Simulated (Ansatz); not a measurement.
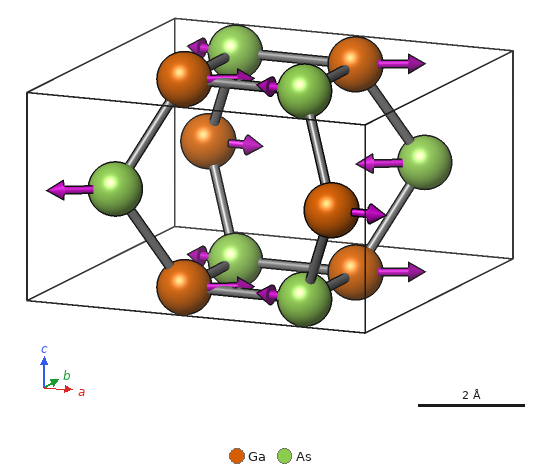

One vibrational mode of solid GaAs (a generated structure) at the zone centre. The purple arrows give the relative displacements of the atoms. Style: ball-and-stick. Shown: the cell of the calculation, slightly off an axis.

Computed with DFT PBE, scalar-relativistic, plane waves, PAW in Ansatz. (plane-wave cutoff 420 eV; k-point mesh 6 × 6 × 10; occupations gaussian; smearing width 0.01 eV; no spin polarisation)

Frequencies are those without the non-analytic (LO–TO) term.

> What mode is this, and where does it lie in the spectrum?

This is the E_u mode (doubly degenerate; one member of the set is drawn) at 247 cm⁻¹, optical level 14 of 16, counted from below, infrared-active by symmetry. It stretches the As–Ga bonds (2.51 Å); the kinetic energy is shared as Ga 50 %, As 50 %.
